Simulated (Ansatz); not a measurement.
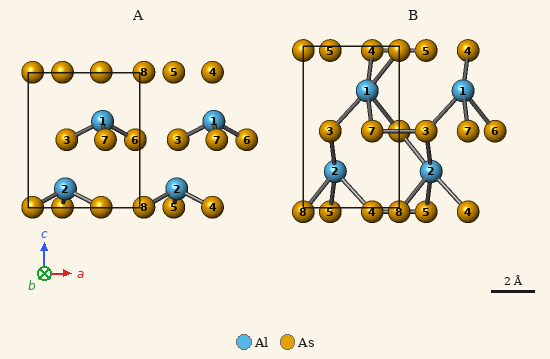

Two geometries of solid AlAs3 (a generated structure, set up in P6_3) (coarse preliminary run), drawn at one scale. One is the start of a relaxation, the other its converged end. The picture is a ball-and-stick view of the cell of the calculation, repeated 2 × 1 × 1 with one cell outlined, seen along the b axis.

Theory: DFT PBE, scalar-relativistic, plane waves, PAW in Ansatz. Settings: plane-wave cutoff 420 eV; k-point mesh 3 × 3 × 4; occupations gaussian; smearing width 0.1 eV; no spin polarisation; cell and atoms relaxed; force threshold 0.04 eV/Å; at most 70 steps.

Which geometry has the lower energy?

Structure B is the relaxed one. The largest moves relative to the cell, 0.64 Å, are those of Al1 and Al2. Al1 goes along +c. By element the largest moves are Al 0.64 Å, As 0.36 Å. The drawn cell changes as follows: a = b 5.987 → 5.156 Å (−13.9 %), c 6.287 → 7.510 Å (+19.5 %); the volume changes by −11.4 %. Near-neighbour distances that change, for instance: As3–As6 3.401 → 2.512 Å, Al1–As3 2.037 → 2.648 Å, As3–As6 (another image) 3.795 → 3.234 Å, Al1–As4 3.168 → 2.648 Å. Among the angles between lasting bonds that change: As3–Al1–As6 103.6° → 75.3°. The space group (tolerance 0.01 Å) goes from P6_3 (No. 173) to P6_322 (No. 182). Over 10 accepted moves (13 points after the start) the energy falls by 1472 meV per atom. Largest force component: 9.1 eV/Å at the start, 0.0068 eV/Å at the end. Pressure: 16.56 GPa at the start and 0.13 GPa at the end. The line search rejected the trial step at point 8 of the run. The SCF was repeated twice at an unchanged geometry on a basis and grid sized afresh for the cell, which shifted the energy by 3.9 meV per atom at most. The run took 2.2 min on 1 thread of Arm Neoverse V1 (shared host), peak memory 0.47 GiB.
